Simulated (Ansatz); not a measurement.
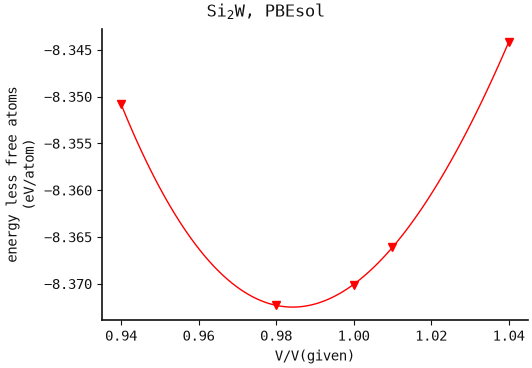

The figure shows the energy less free atoms against V/V(given) for Si₂W, space group I4/mmm (No. 139).

Structure:
```yaml
crystal:
  lattice:
    - [-1.60600, 1.60600, 3.94000]
    - [1.60600, -1.60600, 3.94000]
    - [1.60600, 1.60600, -3.94000]
  atoms:
    - { symbol: Si, position: [0.33300, 0.33300, 0.00000] }
    - { symbol: Si, position: [0.66700, 0.66700, 0.00000] }
    - { symbol: W, position: [0.00000, 0.00000, 0.00000] }
```

How it was computed, with Ansatz 0.2.0: periodic Kohn-Sham DFT of a crystal at fixed atoms, scaled to the stated factor times the given cell; pressure positive in compression, energy less spherical unpolarised free atoms. Level: PBEsol.

- method: all-electron LAPW
- relativity: scalar
- k mesh: 18×18×18
- occupations: Fermi–Dirac
- smearing width: 0.03 eV
- basis error target: 0.5 (meV/atom)
- nucleus: Gaussian

V(given) is 13.55 Å³/atom.

From this curve and the settings, what does the calculation give for the pressure at the same points?

The pressure falls from 12.0 GPa at V/V(given) 0.94 to −11.4 GPa at 1.04, and changes sign near 0.98.

| V/V(given) | pressure (GPa) |
| --- | --- |
| 0.94 | 12.0 |
| 0.98 | 1.1 |
| 1.00 | −3.6 |
| 1.01 | −5.7 |
| 1.04 | −11.4 |

Note: no spin-orbit coupling on heavy atoms; shape and atomic fractions are frozen while scaling, which makes layered, chain and framework solids too stiff.
